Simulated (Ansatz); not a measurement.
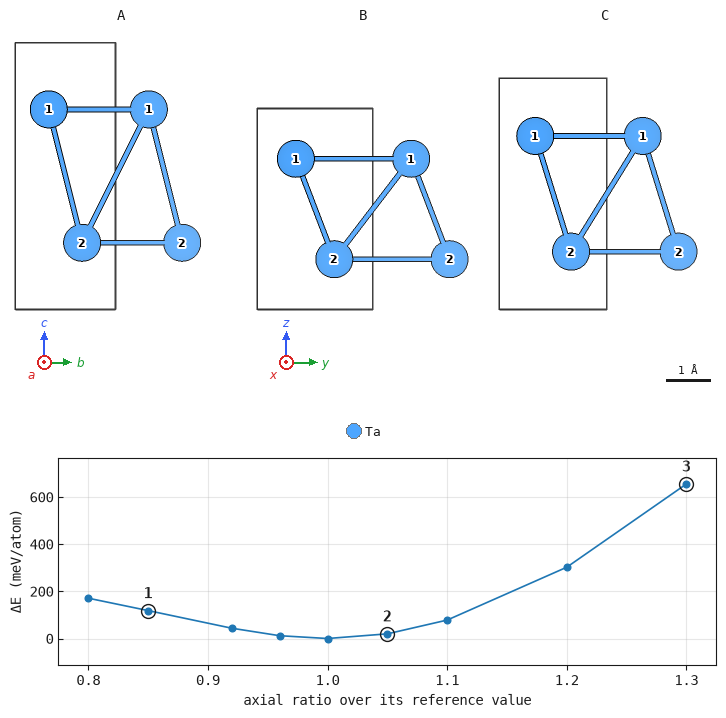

Crystalline Ta (P6_3/mmc): the ratio of the cell's length along z to its lengths across, counted as 1 for the reference, is changed at fixed volume (a c/a path), with the atoms kept at their fractional coordinates. x, y and z are the Cartesian axes of the input. The frames are shuffled; the numbered points of the plot belong to them. A ball-and-stick model of the cell of the calculation, repeated 2 × 2 × 1 with one cell outlined, seen along the a axis.

Level of theory: DFT PBEsol, scalar-relativistic, plane waves, PAW (Ansatz). (plane-wave cutoff 420 eV; k-point mesh 24 × 24 × 14; occupations gaussian; smearing width 0.15 eV; no spin polarisation). Energies (free energies at the smearing named) are counted from the relaxed crystal.

Question: Which frame belongs to which numbered point?

Answer: Point 1 is frame B (the relative ratio 0.85, 118 meV/atom); 2 is frame C (the relative ratio 1.05, 20 meV/atom); 3 is frame A (the relative ratio 1.30, 655 meV/atom). Of the computed points the lowest is at the relative ratio 1.00, 0 meV/atom. The end points stand at 171 meV/atom (0.80) and 655 meV/atom (1.30). The distortion keeps the space group P6_3/mmc. At the relative ratio 1.30 the cell of the drawing goes a 2.867 → 2.627 Å, b 2.867 → 2.627 Å, c 5.091 → 6.065 Å.
